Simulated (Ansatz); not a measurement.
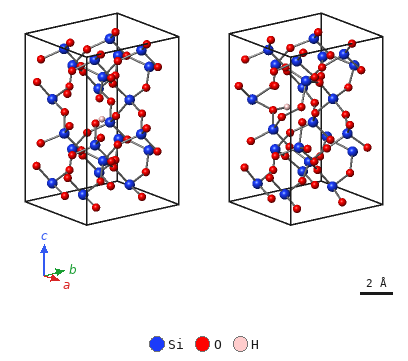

Two geometries of a defect cell of composition Si23O48H (cell charge −1), drawn at one scale. One is the start of a relaxation, the other its converged end. The picture is a ball-and-stick view of the cell of the calculation (origin shifted), seen slightly off an axis.

Level of theory: Ansatz 0.2.0, DFT, PBEsol, PAW, plane waves. Set-up: plane-wave cutoff 420 eV; k-point mesh 1 × 1 × 1; mesh shifted by (0.25, 0.25, 0.25); no spin polarisation; atoms relaxed in a fixed cell; force threshold 0.03 eV/Å; at most 80 steps.

Q: Which of the two is the end point?

A: The right one is the relaxed one. Over 43 geometry steps the energy falls by 7.366 eV per cell of the calculation. Largest force component: 4.3 eV/Å at the start, 0.028 eV/Å at the end. The atom that moves furthest is the H atom (1.56 Å along [−3 −2 1]). By element the largest moves are H 1.56 Å, O 1.32 Å, Si 0.57 Å. The cell stays as it was. Among the contacts that change: O–Si 3.575 → 1.732 Å, H–O 2.416 → 0.991 Å, O–O 2.618 → 1.475 Å, O–Si 3.535 → 2.475 Å. New bonds form: H–O (2.42 → 0.99 Å), O–O (2.62 → 1.48 Å), O–Si (3.58 → 1.73 Å). Bond angles that change, for instance: Si–O–Si 147.4° → 92.1°, O–Si–O 110.6° → 80.1°, O–Si–O 108.9° → 79.8°. The run may lie on a higher electronic state than the lowest, so the end point isn't shown to be the ground-state structure. The run took 2.1 min on 1 × NVIDIA GB300 with 8 threads of Arm Neoverse-V2, peak memory 2 GiB.

Limits of the set-up: the cell is charged, on a uniform background, and energies carry no finite-size correction.
